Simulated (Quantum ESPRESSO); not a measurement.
# Run report: CuO, single-point calculation

- system: CuO (Cc, 4 atoms in the cell)
- method: Kohn-Sham DFT of a periodic cell, LDA, GBRV 1.5 LDA, no spin polarisation (Quantum ESPRESSO 7.5)

The structure derives from an entry of the Crystallography Open Database. The volume is scaled by 1.02.

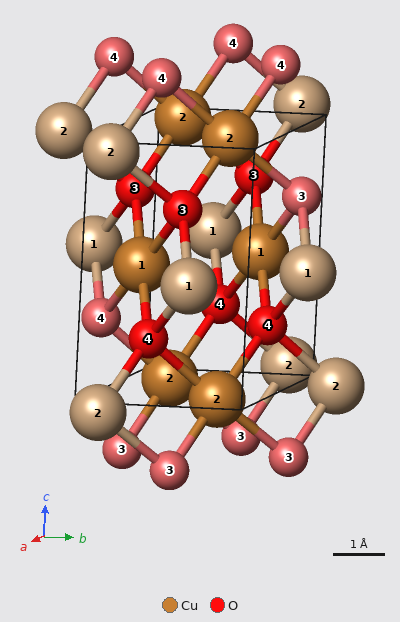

*The structure as given in the input (ball-and-stick view of the cell 2 times as large as that of the calculation, set on its symmetry axes, seen slightly off an axis; neighbours outside the cell are drawn fainter; atoms are numbered from 1 in the order of the input). An atom can appear more than once, as a periodic image.*

Near neighbours in the periodic cell (some may lie outside the picture): Cu has 4 O at 1.92 to 2.03 Å; O has 4 Cu at 1.92 to 2.03 Å.

Input
```
&CONTROL
  calculation = 'scf'
  prefix = 'pwscf'
  outdir = './tmp'
  pseudo_dir = './pseudo'
  tprnfor = .true.
  tstress = .true.
  disk_io = 'nowf'
/
&SYSTEM
  ibrav = 0
  nat = 4
  ntyp = 2
  ecutwfc = 56
  ecutrho = 448
  nbnd = 34
  occupations = 'smearing'
  smearing = 'fd'
  degauss = 0.00367493
/
&ELECTRONS
  conv_thr = 8d-10
  electron_maxstep = 120
  mixing_beta = 0.5
/
ATOMIC_SPECIES
Cu    63.5460 cu_lda_v1.2.uspp.F.UPF
O     15.9990 o_lda_v1.2.uspp.F.UPF
CELL_PARAMETERS angstrom
   2.3601779360   -1.7247473506    0.0000000000
   2.3601779360    1.7247473506    0.0000000000
  -0.8662535568    0.0000000000    5.0929435705
ATOMIC_POSITIONS crystal
Cu     0.4968000000    0.0032000000    0.5000000000
Cu     0.0032000000    0.4968000000    0.0000000000
O      0.4056000000    0.5714000000    0.7537000000
O      0.5714000000    0.4056000000    0.2537000000
K_POINTS automatic
10 10 5 0 0 0
```

Run as:
```bash
OMP_NUM_THREADS=1 mpirun -n 2 pw.x -nk 2 -in pw.in > pw.out
```

Log
```
This program is part of the open-source Quantum ESPRESSO suite
     for quantum simulation of materials; please cite
         "P. Giannozzi et al., J. Phys.:Condens. Matter 21 395502 (2009);
         "P. Giannozzi et al., J. Phys.:Condens. Matter 29 465901 (2017);
         "P. Giannozzi et al., J. Chem. Phys. 152 154105 (2020);
          URL
     in publications or presentations arising from this work. More details at

     Message from routine setup:
     using ibrav=0 with symmetry is DISCOURAGED, use correct ibrav instead

     K-points division:     npool     =       2
     Subspace diagonalization in iterative solution of the eigenvalue problem:
     a serial algorithm will be used

     G-vector sticks info
     --------------------
     sticks:   dense  smooth     PW     G-vecs:    dense   smooth      PW
     Sum        1035     519    167                44777    15833    2799

     Using Slab Decomposition

     bravais-lattice index     =            0
     lattice parameter (alat)  =       5.5241  a.u.
     unit-cell volume          =     279.8116 (a.u.)^3
     number of atoms/cell      =            4
     number of atomic types    =            2
     number of electrons       =        50.00
     number of Kohn-Sham states=           34
     kinetic-energy cutoff     =      56.0000  Ry
     charge density cutoff     =     448.0000  Ry
     scf convergence threshold =      8.0E-10
     mixing beta               =       0.5000
     number of iterations used =            8  plain     mixing
     Exchange-correlation= SLA  PZ   NOGX NOGC
                           (   1   1   0   0   0   0   0)

     celldm(1)=   5.524078  celldm(2)=   0.000000  celldm(3)=   0.000000
     celldm(4)=   0.000000  celldm(5)=   0.000000  celldm(6)=   0.000000

     crystal axes: (cart. coord. in units of alat)
               a(1) = (   0.807391  -0.590017   0.000000 )
               a(2) = (   0.807391   0.590017   0.000000 )
               a(3) = (  -0.296336   0.000000   1.742240 )

     reciprocal axes: (cart. coord. in units 2 pi/alat)
               b(1) = (  0.619279 -0.847433  0.105332 )
               b(2) = (  0.619279  0.847433  0.105332 )
               b(3) = ( -0.000000  0.000000  0.573974 )

     PseudoPot. # 1 for Cu read from file:
     cu_lda_v1.2.uspp.F.UPF
     Pseudo is Ultrasoft + core correction, Zval = 19.0
     Generated by new atomic code, or converted to UPF format
     Using radial grid of  867 points,  6 beta functions with:
                l(1) =   0
                l(2) =   0
                l(3) =   1
                l(4) =   1
                l(5) =   2
                l(6) =   2
     Q(r) pseudized with  8 coefficients,  rinner =    1.150   1.150   1.150
                                                       1.150   1.150

     PseudoPot. # 2 for O  read from file:
     o_lda_v1.2.uspp.F.UPF
     Pseudo is Ultrasoft + core correction, Zval =  6.0
     Generated by new atomic code, or converted to UPF format
     Using radial grid of  737 points,  5 beta functions with:
                l(1) =   0
                l(2) =   0
                l(3) =   1
                l(4) =   1
                l(5) =   2
     Q(r) pseudized with  8 coefficients,  rinner =    0.900   0.900   0.900
                                                       0.900   0.900

     atomic species   valence    mass     pseudopotential
     Cu               19.00    63.54600     Cu( 1.00)
     O                 6.00    15.99900     O ( 1.00)

      2 Sym. Ops. (no inversion) found ( 1 have fractional translation)

   Cartesian axes

     site n.     atom                  positions (alat units)
         1        Cu     tau(   1) = (   0.2555275  -0.2912324   0.8711199  )
         2        Cu     tau(   2) = (   0.4036954   0.2912324   0.0000000  )
         3        O      tau(   3) = (   0.5654725   0.0978248   1.3131261  )
         4        O      tau(   4) = (   0.7136404  -0.0978248   0.4420062  )

     number of k points=   141  Fermi-Dirac smearing, width (Ry)=  0.0037

     Number of k-points >= 100: set verbosity='high' to print them.

     Dense  grid:    44777 G-vectors     FFT dimensions: (  40,  40,  72)

     Smooth grid:    15833 G-vectors     FFT dimensions: (  27,  27,  48)

     Check: negative core charge=   -0.000002

     Initial potential from superposition of free atoms

     starting charge      48.0000, renormalised to      50.0000
     Starting wfcs are   34 randomized atomic wfcs

     Self-consistent Calculation

     iteration #  1     ecut=    56.00 Ry     beta= 0.50
     Davidson diagonalization with overlap
     ethr =  1.00E-02,  avg # of iterations =  4.3

     total energy              =    -868.97104186 Ry
     estimated scf accuracy    <       4.81815397 Ry

     iteration #  2     ecut=    56.00 Ry     beta= 0.50
     Davidson diagonalization with overlap
     ethr =  9.64E-03,  avg # of iterations =  3.0

     total energy              =    -870.59365695 Ry
     estimated scf accuracy    <       8.99566777 Ry

     iteration #  3     ecut=    56.00 Ry     beta= 0.50
     Davidson diagonalization with overlap
     ethr =  9.64E-03,  avg # of iterations =  2.0

     total energy              =    -871.50469448 Ry
     estimated scf accuracy    <       0.30081371 Ry

     iteration #  4     ecut=    56.00 Ry     beta= 0.50
     Davidson diagonalization with overlap
     ethr =  6.02E-04,  avg # of iterations =  2.1

     total energy              =    -871.53454045 Ry
     estimated scf accuracy    <       0.02657115 Ry

     iteration #  5     ecut=    56.00 Ry     beta= 0.50
     Davidson diagonalization with overlap
     ethr =  5.31E-05,  avg # of iterations =  3.5

     total energy              =    -871.54042202 Ry
     estimated scf accuracy    <       0.00450990 Ry

     iteration #  6     ecut=    56.00 Ry     beta= 0.50
     Davidson diagonalization with overlap
     ethr =  9.02E-06,  avg # of iterations =  2.8

     total energy              =    -871.54101183 Ry
     estimated scf accuracy    <       0.00017313 Ry

     iteration #  7     ecut=    56.00 Ry     beta= 0.50
     Davidson diagonalization with overlap
     ethr =  3.46E-07,  avg # of iterations =  2.8

     total energy              =    -871.54096898 Ry
     estimated scf accuracy    <       0.00017286 Ry

     iteration #  8     ecut=    56.00 Ry     beta= 0.50
     Davidson diagonalization with overlap
     ethr =  3.46E-07,  avg # of iterations =  2.0

     total energy              =    -871.54100990 Ry
     estimated scf accuracy    <       0.00002378 Ry

     iteration #  9     ecut=    56.00 Ry     beta= 0.50
     Davidson diagonalization with overlap
     ethr =  4.76E-08,  avg # of iterations =  1.4

     total energy              =    -871.54101102 Ry
     estimated scf accuracy    <       0.00000306 Ry

     iteration # 10     ecut=    56.00 Ry     beta= 0.50
     Davidson diagonalization with overlap
     ethr =  6.11E-09,  avg # of iterations =  2.0

     total energy              =    -871.54101131 Ry
     estimated scf accuracy    <       0.00000015 Ry

     iteration # 11     ecut=    56.00 Ry     beta= 0.50
     Davidson diagonalization with overlap
     ethr =  3.01E-10,  avg # of iterations =  2.0

     total energy              =    -871.54101134 Ry
     estimated scf accuracy    <          4.6E-09 Ry

     iteration # 12     ecut=    56.00 Ry     beta= 0.50
     Davidson diagonalization with overlap
     ethr =  9.17E-12,  avg # of iterations =  3.2

     End of self-consistent calculation

     Number of k-points >= 100: set verbosity='high' to print the bands.

     the Fermi energy is    10.9753 ev

!    total energy              =    -871.54101135 Ry
     estimated scf accuracy    <          6.5E-10 Ry
     smearing contrib. (-TS)   =      -0.00141734 Ry
     internal energy E=F+TS    =    -871.53959400 Ry

     The total energy is F=E-TS. E is the sum of the following terms:
     one-electron contribution =    -626.51254710 Ry
     hartree contribution      =     338.91913880 Ry
     xc contribution           =     -90.59511922 Ry
     ewald contribution        =    -493.35106648 Ry

     convergence has been achieved in  12 iterations

     Forces acting on atoms (cartesian axes, Ry/au):

     atom    1 type  1   force =    -0.02112361   -0.01066441    0.00784113
     atom    2 type  1   force =    -0.02112361    0.01066441    0.00784113
     atom    3 type  2   force =     0.02112361   -0.02099009   -0.00784113
     atom    4 type  2   force =     0.02112361    0.02099009   -0.00784113

     Total force =     0.056030     Total SCF correction =     0.000012

     Computing stress (Cartesian axis) and pressure

          total   stress  (Ry/bohr**3)                   (kbar)     P=     -119.16
  -0.00087597   0.00000000  -0.00000357         -128.86        0.00       -0.53
  -0.00000000  -0.00053998   0.00000000           -0.00      -79.43        0.00
  -0.00000357  -0.00000000  -0.00101411           -0.53       -0.00     -149.18

=------------------------------------------------------------------------------=
   JOB DONE.
=------------------------------------------------------------------------------=
```

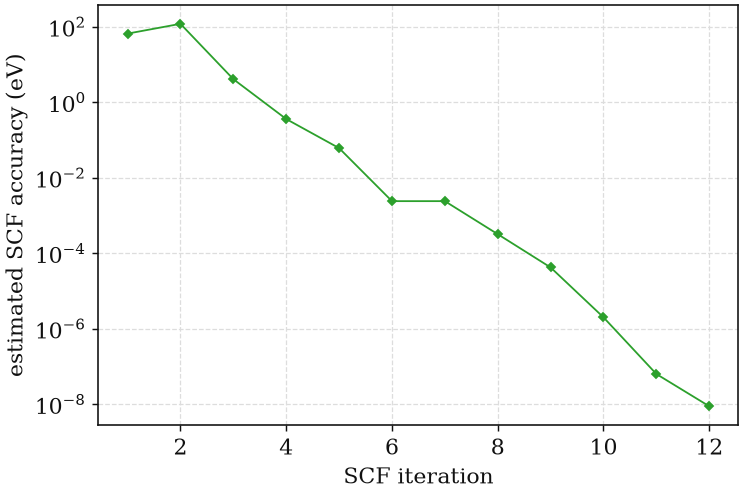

*Convergence of the self-consistent field: estimated SCF accuracy against the iteration.*

The field takes 12 iterations in all.

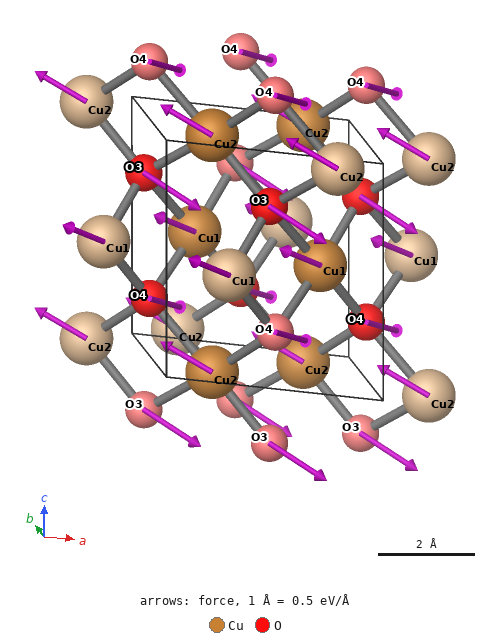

*Forces on the atoms as pink arrows (ball-and-stick view of the cell 2 times as large as that of the calculation, set on its symmetry axes, seen slightly off an axis; neighbours outside the cell are drawn fainter; atoms are numbered from 1 in the order of the input).*

The largest act on O3, O4 (0.79 eV/Å); Cu1, Cu2 (0.64 eV/Å). The geometry is not a stationary point of this energy.

Results in brief

| quantity | value |
| --- | --- |
| outcome | converged |
| space group (tolerance 0.01 Å) | Cc (9) |
| electrons treated | 50 |
| free energy | −11857.9195 eV |
| Fermi energy | 10.975 eV |
| gap on the k-point mesh | none (metallic) |
| pressure | −11.92 GPa |
| largest force (length of the vector) | 0.792 eV/Å |
| hardware | 2 threads of Arm Neoverse V2, 24 GiB of memory available, shared host |
| wall time | 97 s (CPU time 3.2 min) |
| peak memory | 0.46 GiB |

Notes

The run has no spin polarisation, so a magnetic state may lie lower. The cell is under a tension of 11.9 GPa at this level, so it is not at its equilibrium volume.
